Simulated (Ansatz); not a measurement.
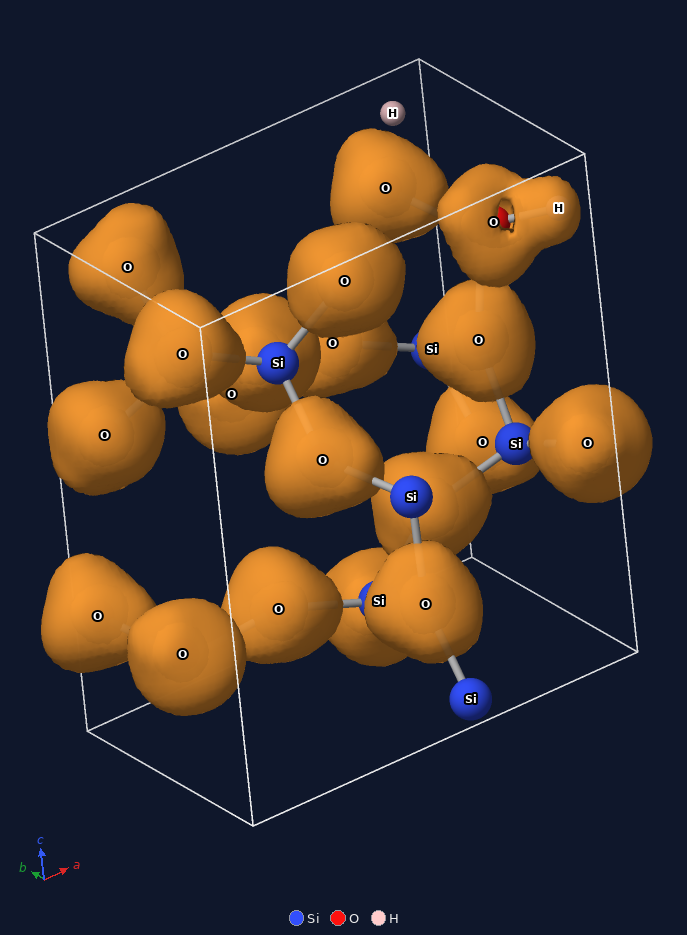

The picture shows: Si9HO18 (cell charge +1, with a compensating background) (cell with a defect). Isosurface of the ELF at 0.75 (orange), seen slightly off an axis. Core shells and regions of very low density are left out. Sticks mark near contacts.

Theory: DFT PBE, scalar-relativistic, plane waves, PAW in Ansatz 0.2.0.

Identify the bonds, lone pairs and shells in this picture.

The surface consists of 17 regions on O in which the atom's valence shell and bonds are merged and one joined region spread over several atoms (H, O), in which their bonds and any lone pairs are merged, counted in one cell of 28 atoms. Regions shared between cells count once.

Values along the shortest contacts:
O–H (1.01 Å): the ELF climbs to about 1 towards the hydrogen, as it does in any bond to H: a covalent bond by its length. Si–O (1.60 Å): the ELF peaks at about 0.85 between the atoms: a polar covalent bond.
